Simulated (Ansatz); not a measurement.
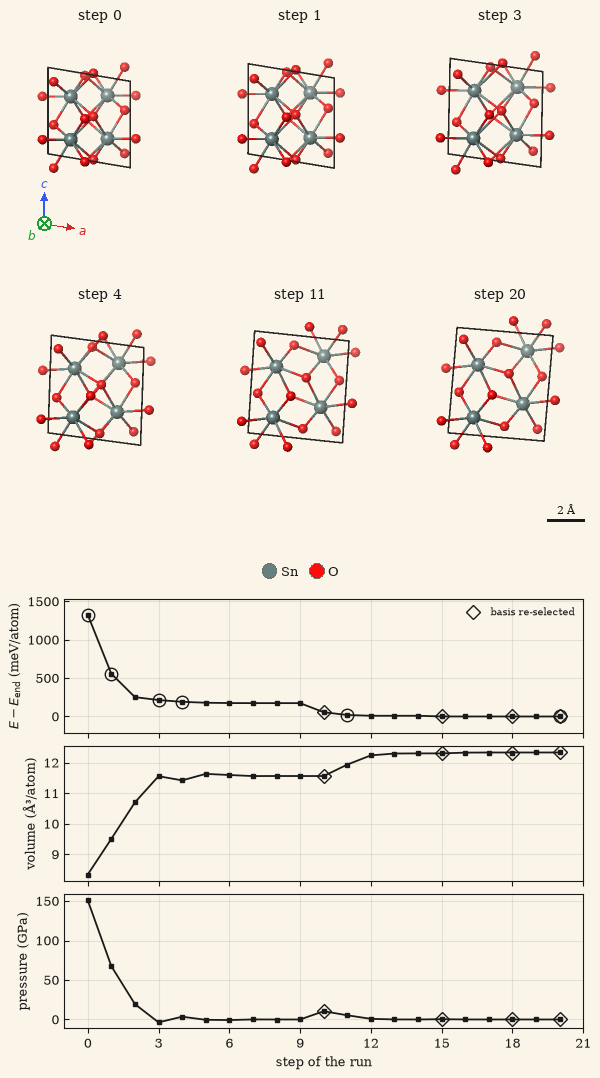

Frames of a relaxation of a crystal of SnO2 (built on the monoclinic host type), marked on the history of the run. A ball-and-stick model of the cell of the calculation, seen along the b axis.

The calculation used Ansatz, DFT, PBE, plane waves, PAW. Set-up: plane-wave cutoff 420 eV; k-point mesh 6 × 6 × 6; occupations fermi dirac; smearing width 0.02 eV; no spin polarisation; cell and atoms relaxed; force threshold 0.005 eV/Å.

Question: Describe the path.

Answer: After 16 accepted moves (20 points after the start) the energy has fallen by 1326 meV per atom. Largest force component: 2 eV/Å at the start, 0.00018 eV/Å at the end. The pressure goes from 150.93 to 0.00 GPa. The SCF was repeated 4 times at an unchanged geometry on a basis and grid sized afresh for the cell, which shifted the energy by 119 meV per atom at most. The largest moves relative to the cell, 0.53 Å, are those of O atoms. By element the largest moves are O 0.53 Å, Sn 0.35 Å. Cell: a 4.594 → 5.305 Å (+15.5 %), b 4.645 → 4.790 Å (+3.1 %), c 4.758 → 5.824 Å (+22.4 %), β 99.6° → 90.0°. Volume +47.8 %. Near-neighbour distances that change, for instance: O–Sn 2.018 → 3.365 Å, O–Sn 1.843 → 2.088 Å, O–Sn 1.831 → 2.064 Å, O–Sn 1.917 → 2.135 Å. Bonds break: O–Sn (2.02 → 3.37 Å). Among the angles between lasting bonds that change: O–Sn–O 115.7° → 93.8°, Sn–O–Sn 106.0° → 126.5°, Sn–O–Sn 145.7° → 126.5°. The space group (tolerance 0.01 Å) goes from P2_1/c (No. 14) to Pbcn (No. 60). From step 0 to 1: volume +14.0 %, energy −769 meV per atom. From step 1 to 3: O atoms move most (0.10 Å), volume +21.5 %, energy −342 meV per atom. From step 3 to 4: O atoms move most (0.22 Å), volume −1.2 %, energy −23.2 meV per atom. From step 4 to 11: O atoms move most (0.23 Å), volume +4.5 %, energy −172 meV per atom. From step 11 to 20: Sn and O atoms move most (0.06 Å), volume +3.3 %, energy −19.6 meV per atom.

| step | E − E(0), meV/atom | largest force component, eV/Å | pressure, GPa | volume, Å³/atom | note |
| --- | --- | --- | --- | --- | --- |
| 0 | 0.00 | 2.0483 | 150.93 | 8.344 |  |
| 1 | -769.49 | 0.7985 | 67.46 | 9.512 |  |
| 2 | -1073.41 | 0.4165 | 19.42 | 10.704 |  |
| 3 | -1111.65 | 0.4360 | -3.65 | 11.558 |  |
| 4 | -1134.81 | 0.3517 | 3.52 | 11.422 |  |
| 5 | -1146.47 | 0.6212 | -0.42 | 11.634 |  |
| 6 | -1150.96 | 0.2184 | -0.73 | 11.597 |  |
| 7 | -1151.70 | 0.0067 | 0.06 | 11.563 |  |
| 8 | -1151.70 | 0.0028 | -0.03 | 11.565 |  |
| 9 | -1151.70 | 0.0003 | 0.00 | 11.564 |  |
| 10 | -1270.51 | 0.0669 | 10.47 | 11.564 | same geometry, new basis |
| 11 | -1306.46 | 0.0270 | 5.30 | 11.938 |  |
| 12 | -1316.53 | 0.1211 | 0.84 | 12.240 |  |
| 13 | -1316.72 | 0.0088 | 0.06 | 12.300 |  |
| 14 | -1316.68 | 0.0032 | 0.00 | 12.304 |  |
| 15 | -1325.48 | 0.0093 | 0.37 | 12.304 | same geometry, new basis |
| 16 | -1325.92 | 0.0043 | 0.04 | 12.330 |  |
| 17 | -1325.91 | 0.0022 | 0.00 | 12.333 |  |
| 18 | -1326.10 | 0.0023 | 0.01 | 12.333 | same geometry, new basis |
| 19 | -1326.10 | 0.0002 | 0.00 | 12.334 |  |
| 20 | -1326.10 | 0.0002 | 0.00 | 12.334 | same geometry, new basis |
